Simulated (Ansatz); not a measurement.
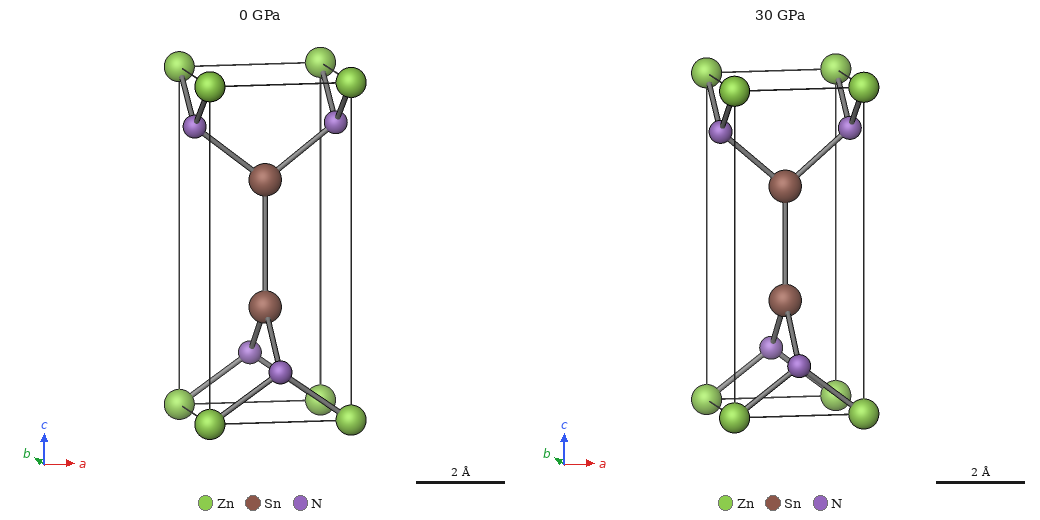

ZnSn₂N₂, space group P-4m2 (No. 115), relaxed (cell and atoms) under a series of hydrostatic pressures; the conventional cell is drawn at the lowest and the highest, to one scale (sticks follow a distance rule). The start was a structure listed in the Materials Project. It needn't be the stable form of this composition.

Alike in all runs: Ansatz 0.2.0; functional PBEsol; potentials Ansatz PAW; cutoff 420 eV; k mesh 8 × 8 × 4 on the run's cell of 5 atoms; occupations fermi-dirac, width 0.05 eV; no spin polarisation; no spin-orbit coupling.

| pressure (GPa) | volume (Å³/atom) | a (Å) | c (Å) |
| --- | --- | --- | --- |
| 0.0 | 17.006 | 3.302 | 7.798 |
| 2.0 | ? | ? | ? |
| 5.0 | 16.146 | 3.237 | 7.703 |
| 10.0 | 15.499 | 3.183 | 7.651 |
| 20.0 | 14.519 | 3.093 | 7.586 |
| 30.0 | 13.783 | 3.022 | 7.544 |

### Fit a third-order Birch-Murnaghan equation to the rows given and use it to fill in the volume that is left out.

The fit gives V0 = 17.00 Å³/atom, B0 = 87 GPa and B0′ = 4.7, which puts the volume at 2.0 GPa at 16.63 Å³/atom. The run gave volume 16.622 Å³/atom; a 3.275 Å; c 7.751 Å.

### Which axis yields most up to 30 GPa?

The a axis: a −8.5 %, c −3.3 %, against −19.0 % in volume.

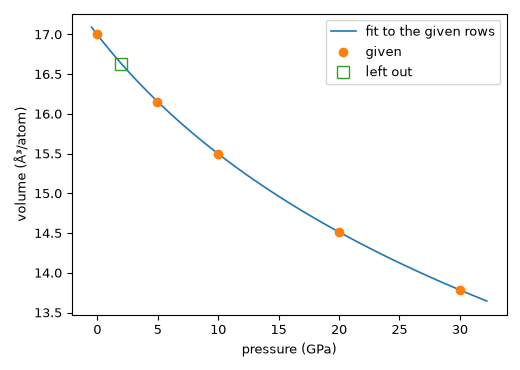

Volume against pressure, with the fit. The structure was kept in its own symmetry, so a change to another phase within this range wouldn't be seen.

Caveat: the plane-wave basis is chosen anew once the cell has moved, so the energies of steps on either side of that aren't comparable; the pressure holds a Pulay correction of +0.4 GPa for the finite cutoff.
